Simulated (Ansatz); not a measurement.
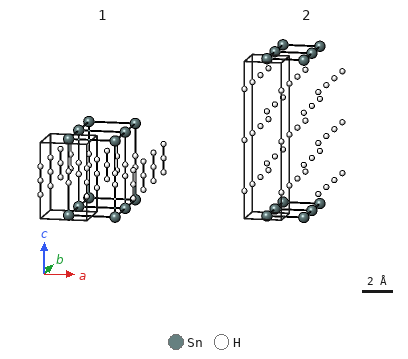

Two geometries of solid SnH$_{5}$ (a generated structure, set up in P4/mmm) (coarse preliminary run), drawn at one scale. One is the start of a relaxation, the other its converged end. Style: ball-and-stick. Shown: the cell of the calculation, repeated 2 × 3 × 1 with one cell outlined, slightly off an axis.

Computed with DFT PBE, scalar-relativistic, plane waves, PAW in Ansatz 0.2.0. (plane-wave cutoff 420 eV; k-point mesh 6 × 6 × 2; occupations gaussian; smearing width 0.1 eV; no spin polarisation; cell and atoms relaxed; force threshold 0.04 eV/Å; at most 70 steps)

Q: Which of the two is the end point?

A: Structure 1 is the relaxed one. After 23 accepted moves (25 points after the start) the energy has fallen by 9.298 eV per cell of the calculation. The largest force component goes from 0.39 to 0.003 eV/Å. The pressure goes from 4.48 to 0.13 GPa. The SCF was repeated twice at an unchanged geometry on a basis and grid sized afresh for the cell, which shifted the energy by 94.1 meV per cell of the calculation at most. The largest moves relative to the cell, 0.73 Å, are those of H atoms. Sn stays in place. The volume changes by −23.3 %, with a = b 2.558 → 3.217 Å (+25.7 %), c 10.836 → 5.254 Å (−51.5 %). Some distances before and after: H–H 3.587 → 0.783 Å, H–H 3.511 → 0.976 Å, H–Sn 3.624 → 2.236 Å, Sn–Sn 2.558 → 3.217 Å. New bonds form: H–H (3.59 → 0.78 Å). The space group stays P4/mmm (No. 123).

Limits of the set-up: the k-point mesh is coarse for a cell with partly filled bands.
